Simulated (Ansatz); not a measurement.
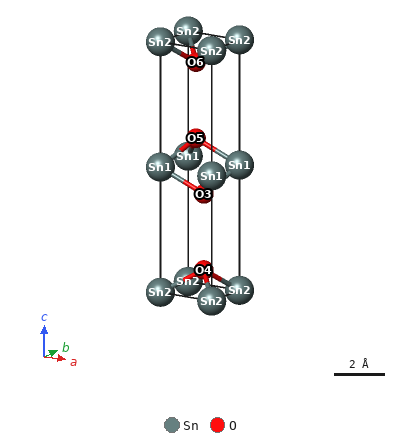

Figure 1. The input geometry (ball-and-stick view of the cell of the calculation, seen slightly off an axis; atoms are numbered from 1 in the order of the input). Near neighbours in the crystal (not all of them lie inside the picture): Sn has 6 O at 2.10 Å; O has 3 Sn at 2.10 Å.

**Single-point calculation of SnO₂**

System: SnO₂ (P6₃/mmc, 6 atoms in the cell).
Method: DFT PBE+D3(BJ), scalar-relativistic, plane waves, PAW, no spin polarisation (Ansatz 0.2.0).

The structure derives from a Materials Project entry. Figures and captions count atoms from 1; the log counts them from 0 in places.

**The program's output**
```
Engine: ansatz 0.2.0, x86_64-unknown-linux-gnu
Pseudopotentials: kind: paw
Pseudopotential: Sn, paw, valence charge 14, recommended cutoff 420 eV (normal), Sn.paw.azcp
Pseudopotential: O, paw, valence charge 6, recommended cutoff 420 eV (normal), O.paw.azcp
Functional definition: PBE
  parameter kappa = 0.804
  parameter beta = 0.06672455060314922
  exchange = pbe_x(kappa = kappa, mu = beta*pi^2/3)
  correlation = pbe_c(beta = beta)
Crystal: 6 atoms, lattice volume = 90.432 Å³
Basis set: ecut = 520 eV, 2395 PW (Γ), exchange–correlation on 48×48×160 points (8 copies of the dense FFT grid, shifted against one another)
Bands: 32, of which v1, the nominal top of the filled ones, is band 26 counted from 1 (25 counted from 0)
Symmetry: 24 space group operations
Space group: P63/mmc (ITA 194), of the structure as read, at distance tolerance 4.5e-5 Å
k-points: 57 of 576
Non-local potential: Sn, projectors of the file, l = 0: 2, l = 1: 2, l = 2: 2, l = 3: 2
Non-local potential: O, projectors of the file, l = 0: 2, l = 1: 2, l = 2: 1
PAW form: soft (Blöchl's): semilocal exchange-correlation on the pseudo side does not see the compensation charge
PAW one-centre angular grid: Sn, 590 points (default); XC on 64 Gauss nodes
PAW one-centre angular grid: O, 110 points (default); XC on 64 Gauss nodes
Initial density: superposition of atomic densities (neutral atoms: chi_scale 0, normalization atom), corrected by the library's trained network
Initial wavefunctions: pseudopotential atomic-orbital guess
Functional: x = pbe(κ = 0.804, μ = 0.2195149727645171), c = pbe(β = 0.06672455060314922)
SCF iter   1: F=—  HF=-14317.992832 eV  |F-HF|=—  |Δ(HF+E_count)|=         —  Δρ=1.78e-3  dr2=1.02e-3  ethr=1.77e-3  ⟨swp⟩=6.6  Hψ=8198  notcnv=0
preconditioner: auto → Resta (q_TF=auto, 2.488 Å⁻¹)  ε∞=3.2  [insulator: Δε(μ)=2.048 eV  Ē_g=18.777 eV  σ=0.050 eV  W_gap=1.00  n_scr=26 (ndim 8)  ℏωp=28.2 eV  f_vac=0.212  D(μ)=0.00/eV (n_scr^D=0)  ε∞_Penn≈3.2]
SCF iter   2: F=—  HF=-14317.994795 eV  |F-HF|=—  |Δ(HF+E_count)|=   1.96e-3  Δρ=9.12e-4  dr2=2.43e-4  ethr=1.97e-6  ⟨swp⟩=2.8  Hψ=3967  notcnv=0  defer=7
SCF iter   3: F=—  HF=-14317.995293 eV  |F-HF|=—  |Δ(HF+E_count)|=   4.98e-4  Δρ=2.27e-4  dr2=4.83e-5  ethr=4.67e-7  ⟨swp⟩=2.6  Hψ=2957  notcnv=0  defer=7
SCF iter   4: F=—  HF=-14317.995270 eV  |F-HF|=—  |Δ(HF+E_count)|=   2.23e-5  Δρ=7.62e-5  dr2=3.91e-6  ethr=9.29e-8  ⟨swp⟩=2.9  Hψ=3164  notcnv=0  defer=7
SCF iter   5: F=—  HF=-14317.995274 eV  |F-HF|=—  |Δ(HF+E_count)|=   3.43e-6  Δρ=2.80e-5  dr2=5.42e-7  ethr=7.52e-9  ⟨swp⟩=2.0  Hψ=3092  notcnv=0  defer=7
SCF iter   6: F=-14317.995275 eV  HF=-14317.995275 eV  |F-HF|=1.49e-8  |Δ(HF+E_count)|=   6.38e-7  Δρ=8.39e-6  dr2=4.68e-8  ethr=1.92e-10  ⟨swp⟩=14.8  Hψ=15182  notcnv=0
SCF 1 converged in 6 iterations: F = -14317.995275 eV  dr2 = 4.68e-8
  greatest PAW one-centre occupation: 0.996 electrons in one spin orbital (limit 2), on the Sn atom at site 0 (counted from 0), in its partial waves of l = 2
SCF converged after 6 iterations
Free energy (F): -14317.995275 eV
Harris-Foulkes:  -14317.995275 eV  (|F-HF|=1.49e-8)
Internal energy: -14317.995275 eV  (E = F + TS)
E sigma→0 (E₀):  -14317.995275 eV
Fermi energy:    6.704899 eV
--- Per-component energies (eV) ---
  E_band       = -294.657526
  E_kinetic    = 1077.903097
  E_local      = -4447.108508  (includes V_loc(G=0)·N_el)
  E_nonlocal   = 133.709957
  E_hartree    = 2194.829896
  E_xc         = -1054.598650
  E_vxc        = -563.150328  (∫ρ·V_xc dr)
  E_paw        = -8925.823576  (= ΣΔE_a)
  E_vpaw       = -885.682621  (= ΣTr[D̂ρ^β])
  E_aug_tail   = 0.003005  (compensation charges beyond the density's cutoff)
  E_ewald      = -3295.900451
  E_disp       = -1.010045  (pairwise vdW)
  E_smearing   = -0.000000  (= −TS)
  E_closure    = 0.000000  (closes the sum)
  Σ components = -14317.995275   (vs F -14317.995275, Δ=0.00e0)
--- Forces (eV/Å), atoms counted from 1 ---
  atom   1  Sn    -0.00000000     0.00000000     0.00000000
  atom   2  Sn    -0.00000000     0.00000000     0.00000000
  atom   3  O     -0.00000000    -0.00000000    -0.25831058
  atom   4  O      0.00000000    -0.00000000     0.25831058
  atom   5  O      0.00000000     0.00000000     0.25831058
  atom   6  O     -0.00000000     0.00000000    -0.25831058
  max |Σ_I F_I| component: 9.25e-18 eV/Å
--- Stress (GPa, compression-positive) ---
        1.445141       0.000000       0.000000
       -0.000000       1.445141       0.000000
        0.000000       0.000000       2.258448
  P = ⅓ Tr σ = 1.7162 GPa (17.162 kbar)
--- Band table (eV; the first three rows and the last of 57) ---
  k-point 0: bands = ["-14.4815", "-14.4793", "-14.2300", "-14.2300", "-14.2298", "-14.2298", "-14.0231", "-14.0231", "-14.0230", "-14.0230", "-12.4729", "-12.4167", "-10.7471", "-10.6567", "1.7275", "2.1653", "4.1820", "4.1820", "4.2292", "4.2292", "4.3688", "4.6435", "4.6435", "4.6917", "4.6917", "5.2832", "7.7281", "8.6889", "11.0591", "11.5694", "16.3696", "16.6216"]
  k-point 1: bands = ["-14.4812", "-14.4796", "-14.2299", "-14.2299", "-14.2299", "-14.2299", "-14.0231", "-14.0231", "-14.0230", "-14.0230", "-12.4650", "-12.4252", "-10.7336", "-10.6697", "1.7816", "2.0879", "4.1883", "4.1883", "4.2216", "4.2216", "4.4991", "4.6513", "4.6513", "4.6852", "4.6852", "5.1355", "7.8840", "8.5538", "11.1411", "11.4991", "16.4147", "16.5934"]
  k-point 2: bands = ["-14.4804", "-14.4804", "-14.2299", "-14.2299", "-14.2299", "-14.2299", "-14.0230", "-14.0230", "-14.0230", "-14.0230", "-12.4454", "-12.4454", "-10.7013", "-10.7013", "1.9237", "1.9237", "4.2044", "4.2044", "4.2044", "4.2044", "4.6688", "4.6688", "4.6688", "4.6688", "4.8095", "4.8095", "8.2282", "8.2282", "11.3255", "11.3255", "16.5125", "16.5125"]
  k-point 56: bands = ["-14.6938", "-14.6938", "-14.6887", "-14.6887", "-14.0482", "-14.0482", "-14.0480", "-14.0480", "-14.0223", "-14.0223", "-10.1395", "-10.1395", "-10.0852", "-10.0852", "-1.0050", "-1.0050", "1.8231", "1.8231", "1.8715", "1.8715", "2.8316", "2.8316", "5.1007", "5.1007", "5.4707", "5.4707", "11.8881", "11.8881", "15.1510", "15.1510", "15.8867", "15.8867"]
```

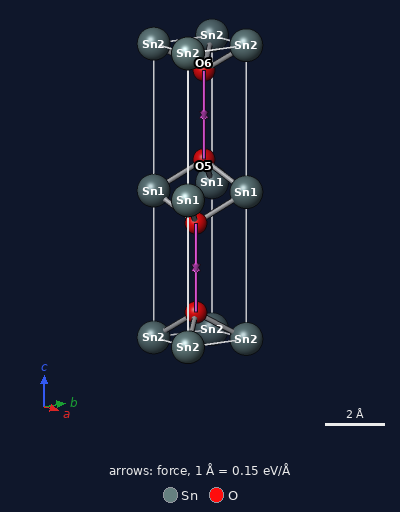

Figure 2. Forces on the atoms as pink arrows (ball-and-stick view of the cell of the calculation, seen slightly off an axis; atoms are numbered from 1 in the order of the input). The largest act on all 4 O atoms (0.26 eV/Å). The geometry is not a stationary point of this energy.

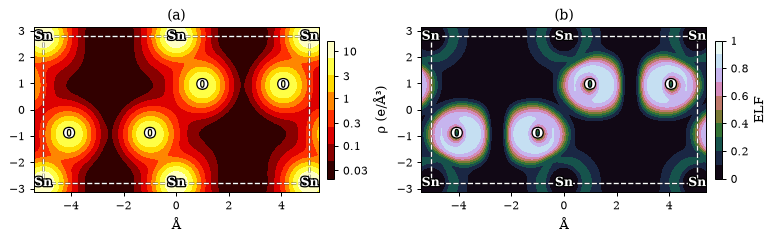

Figure 3. (a) valence charge density (pseudo); (b) ELF on the (110) plane of the conventional cell. The section cuts through Sn and O sites. Sn–O (2.10 Å): ρ is about 0.62 e/Å³ halfway; the ELF is about 0.25 at the midpoint. Away from the nuclei the density in this plane falls to 0.004 e/Å³ at its lowest. Core electrons are frozen (PAW), so the fields are smoothed inside the atomic spheres.

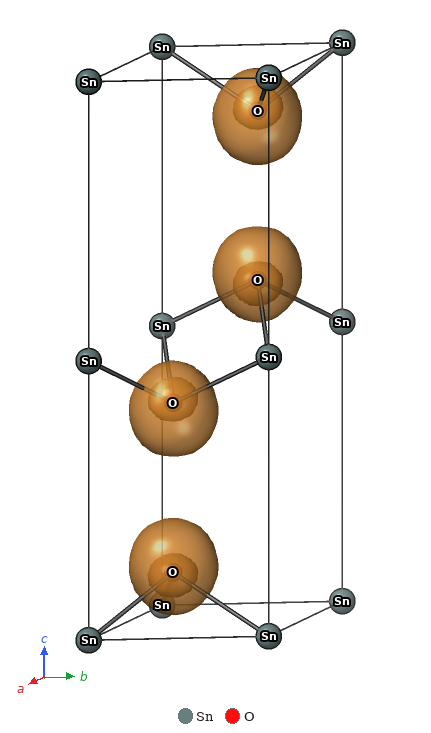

Figure 4. Isosurface of the electron localisation function at 0.75 (orange), seen slightly off an axis. Core shells and regions of very low density are left out. Sticks mark near contacts. The outline is the cell set on symmetry axes. Profiles from the grid: Sn–O (2.10 Å): the ELF is about 0.25 at the midpoint.

The run was set up as follows.

**Input file**
```yaml
crystal:
  lattice:
    - [3.2110219306, 0.0, 0.0]
    - [-1.6055109653, 2.780826564, 0.0]
    - [0.0, 0.0, 10.1275631691]
  atoms:
    - { symbol: Sn, position: [0.0, 0.0, 0.5] }
    - { symbol: Sn, position: [0.0, 0.0, 0.0] }
    - { symbol: O, position: [0.6666666667, 0.3333333333, 0.4017901367] }
    - { symbol: O, position: [0.6666666667, 0.3333333333, 0.0982098633] }
    - { symbol: O, position: [0.3333333333, 0.6666666667, 0.5982098633] }
    - { symbol: O, position: [0.3333333333, 0.6666666667, 0.9017901367] }
basis:
  ecutwfc: 520.0
kpoints:
  mp_grid: { grid: [12, 12, 4] }
hamiltonian:
  xc: pbe
  dispersion: d3bj
scf:
  occupations: { method: gaussian, width: 0.05 }
output:
  forces: true
  stress: true
  eigenvalues: true
  write_density: true
  write_potential: true
  elf: true
  volumetric_format: npy
```

Launch command:
```bash
ansatz run input.yaml --threads 1 --pin off --max-ram 2048MiB --backend cpu --events-out ev --progress --plain --runs-dir out
```

**Summary**

| quantity | value |
| --- | --- |
| outcome | converged |
| space group (tolerance 0.01 Å) | P6₃/mmc (194) |
| electrons treated | 52 |
| free energy | −14317.9953 eV |
| Fermi energy | 6.705 eV |
| gap on the k-point mesh | 2.05 eV |
| pressure | 1.72 GPa |
| largest force (length of the vector) | 0.258 eV/Å |
| hardware | 1 thread of AMD EPYC (Zen 5), 10 GiB of memory available, shared host |
| wall time | 3.9 s |
| peak memory | 0.51 GiB |
